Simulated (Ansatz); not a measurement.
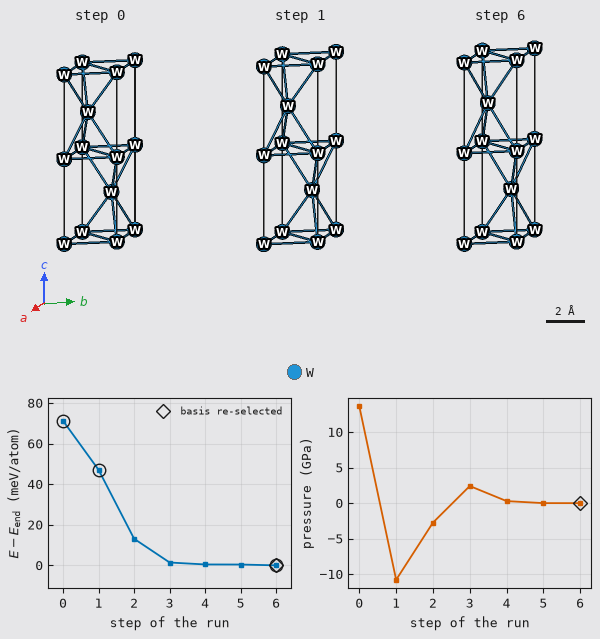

Frames of a relaxation of a crystal of W (a generated structure, set up in P6_3/mmc), marked on the history of the run. The picture is a ball-and-stick view of the cell of the calculation, seen slightly off an axis.

Phase: dhcp.

These are results of DFT, revPBE, plane waves (420 eV) with PAW, scalar-relativistic in Ansatz 0.2.0, not measurements. Settings: plane-wave cutoff 420 eV; k-point mesh 13 × 13 × 4; occupations fermi dirac; smearing width 0.1 eV; no spin polarisation; cell and atoms relaxed; force threshold 0.01 eV/Å; at most 60 steps.

Q: Describe the path.

A: The atoms keep their places relative to the cell (all moves are under 0.005 Å). Cell: a = b 2.819 → 2.794 Å (−0.9 %), c 9.208 → 9.854 Å (+7.0 %). Volume +5.1 %. Among the contacts that change: W–W 2.819 → 2.945 Å, W–W 2.819 → 2.794 Å. The space group stays P6_3/mmc (No. 194). Over 5 accepted moves (6 points after the start) the energy falls by 71.2 meV per atom. All forces vanish by symmetry, so only the cell relaxes. The pressure goes from 13.61 to 0.00 GPa. At 1 point the geometry stayed and the basis and grid were re-selected for the new cell (energy shift of 0.4 meV per atom at most each time). From step 0 to 1: volume +9.3 %, energy −24.1 meV per atom. From step 1 to 6: volume −3.9 %, energy −47.0 meV per atom.

| step | E − E(0), meV/atom | pressure, GPa | volume, Å³/atom | note |
| --- | --- | --- | --- | --- |
| 0 | 0.00 | 13.61 | 15.847 |  |
| 1 | -24.15 | -10.79 | 17.319 |  |
| 2 | -58.11 | -2.74 | 16.772 |  |
| 3 | -69.80 | 2.41 | 16.509 |  |
| 4 | -70.75 | 0.29 | 16.631 |  |
| 5 | -70.79 | 0.00 | 16.651 |  |
| 6 | -71.20 | 0.00 | 16.651 | same geometry, new basis |
